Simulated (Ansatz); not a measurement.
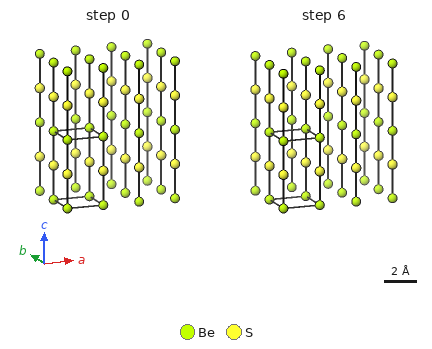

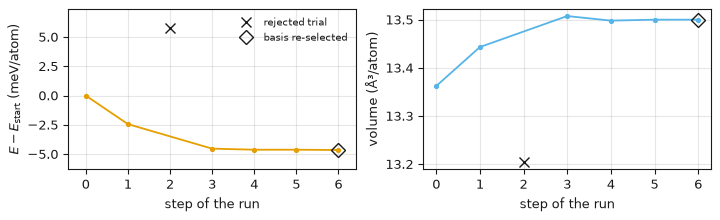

First and last geometry of a relaxation of crystalline BeS (a generated structure, set up in P4/mmm), with the history of the run. Style: ball-and-stick. Shown: the cell of the calculation, repeated 3 × 2 × 2 with one cell outlined, slightly off an axis.

The calculation used DFT PBE, scalar-relativistic, plane waves, PAW in Ansatz 0.2.0. (plane-wave cutoff 420 eV; k-point mesh 22 × 22 × 12; occupations gaussian; smearing width 0.1 eV; no spin polarisation; cell and atoms relaxed; force threshold 0.01 eV/Å; at most 80 steps)

### What do the curves and the structures tell?

It converged. After 4 accepted moves (6 points after the start) the energy has fallen by 4.6 meV per atom. All forces vanish by symmetry, so only the cell relaxes. The pressure goes from 0.55 to 0.00 GPa. The line search rejected the trial step at point 2 of the run. At 1 point the geometry stayed and the basis and grid were re-selected for the new cell (energy shift of less than 0.05 meV per atom at most each time). No atom moves by more than 0.005 Å relative to the cell. The drawn cell changes as follows: a = b 2.440 → 2.475 Å (+1.4 %), c 4.489 → 4.409 Å (−1.8 %); the volume changes by +1.0 %. Among the contacts that change: Be–S 2.244 → 2.205 Å. The space group stays P4/mmm (No. 123). The run took 43 s on 1 thread of Intel(R) Xeon(R) Platinum 8488C (Sapphire Rapids), on a shared host, peak memory 0.5 GiB.

| step | E − E(0), meV/atom | pressure, GPa | volume, Å³/atom | note |
| --- | --- | --- | --- | --- |
| 0 | 0.00 | 0.55 | 13.362 |  |
| 1 | -2.44 | 0.06 | 13.443 |  |
| 2 | 5.75 | 2.64 | 13.204 | rejected |
| 3 | -4.53 | -0.12 | 13.508 |  |
| 4 | -4.62 | 0.02 | 13.498 |  |
| 5 | -4.62 | 0.00 | 13.500 |  |
| 6 | -4.65 | 0.00 | 13.500 | same geometry, new basis |
